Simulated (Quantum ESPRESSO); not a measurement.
Single-point calculation, with input and output: CdF$_{2}$

The run: single-point calculation of CdF$_{2}$ (Fd-3m, 6 atoms in the cell). Method and program: Kohn-Sham DFT of a periodic cell, PBE with D3(BJ), GBRV 1.5 PBE, no spin polarisation (Quantum ESPRESSO 7.5).

The structure was made by swapping elements on the sites of another compound; it need not be a known phase.

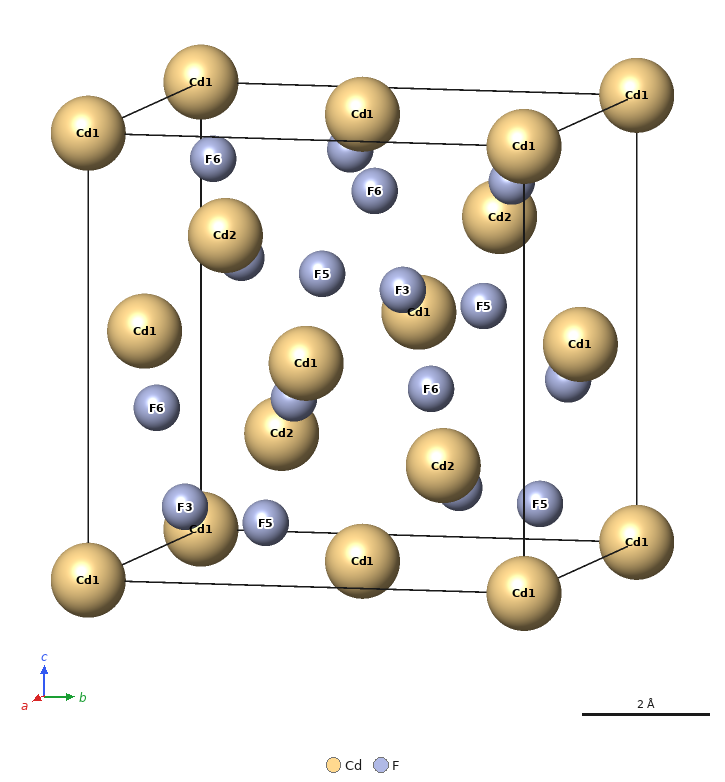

**Figure 1.** The structure as given in the input (ball-and-stick view of the cell 4 times as large as that of the calculation, set on its symmetry axes, seen slightly off an axis; atoms are numbered from 1 in the order of the input). An atom can appear more than once, as a periodic image.

## Input
```python
import numpy as np
from ase.calculators.espresso import Espresso, EspressoProfile
from ase.io import read

atoms = read('POSCAR')

input_data = {
    'control': {'calculation': 'scf', 'prefix': 'pwscf', 'outdir': './tmp', 'tprnfor': True, 'tstress': True, 'disk_io': 'nowf'},
    'system': {'ecutwfc': 45.0, 'ecutrho': 360.0, 'nbnd': 36, 'occupations': 'smearing', 'smearing': 'mv', 'degauss': 0.01469973, 'vdw_corr': 'grimme-d3', 'dftd3_version': 4},
    'electrons': {'conv_thr': 1.2e-09, 'electron_maxstep': 120, 'mixing_beta': 0.2},
}
pseudopotentials = {'F': 'f_pbe_v1.4.uspp.F.UPF', 'Cd': 'cd_pbe_v1.uspp.F.UPF'}
profile = EspressoProfile(command='pw.x', pseudo_dir='pseudo')
dft = Espresso(profile=profile, input_data=input_data, pseudopotentials=pseudopotentials, kpts=(7, 7, 7), koffset=(1, 1, 1))
atoms.calc = dft

print(f'energy {atoms.get_potential_energy():.8f} eV')
print('forces (eV/A)')
print(np.round(atoms.get_forces(), 6))
print('stress (eV/A^3, Voigt)')
print(np.round(atoms.get_stress(), 8))
print(f'Fermi level {dft.get_fermi_level():.4f} eV')
```

## File POSCAR
```
CdF2
1.0
    0.0000000000      3.5658331300      3.5658331300
    3.5658331300      0.0000000000      3.5658331300
    3.5658331300      3.5658331300      0.0000000000
Cd F
2 4
Direct
    0.0000000000      0.0000000000      0.0000000000
    0.2500000000      0.2500000000      0.2500000000
    0.6250000000      0.6250000000      0.6250000000
    0.1250000000      0.6250000000      0.6250000000
    0.6250000000      0.6250000000      0.1250000000
    0.6250000000      0.1250000000      0.6250000000
```

Launch command:
```bash
OMP_NUM_THREADS=1 python run.py
```

## The program's output
```
energy -5764.36482097 eV
forces (eV/A)
[[ 0. -0. -0.]
 [ 0. -0. -0.]
 [-0. -0.  0.]
 [ 0. -0. -0.]
 [ 0.  0. -0.]
 [ 0.  0.  0.]]
stress (eV/A^3, Voigt)
[0.05793207 0.05793207 0.05793207 0.         0.         0.        ]
Fermi level 4.6957 eV
```

## Results in brief

```tsv
quantity	value
outcome	converged
space group (tolerance 0.01 Å)	Fd-3m (227)
electrons treated	52
free energy	−5764.3653 eV
Fermi energy	4.696 eV
gap on the k-point mesh	none (metallic)
pressure	−9.28 GPa
largest force (length of the vector)	under 0.001 eV/Å
hardware	1 thread of Intel Xeon (Granite Rapids), 16 GiB of memory available, shared host
wall time	78 s
peak memory	0.37 GiB
```

Settings chosen away from the usual ones: kshift set to [1, 1, 1]; mixing_beta set to 0.2. Further notes kept with the run: negative rho. The cell is under a tension of 9.3 GPa at this level, so it is not at its equilibrium volume.
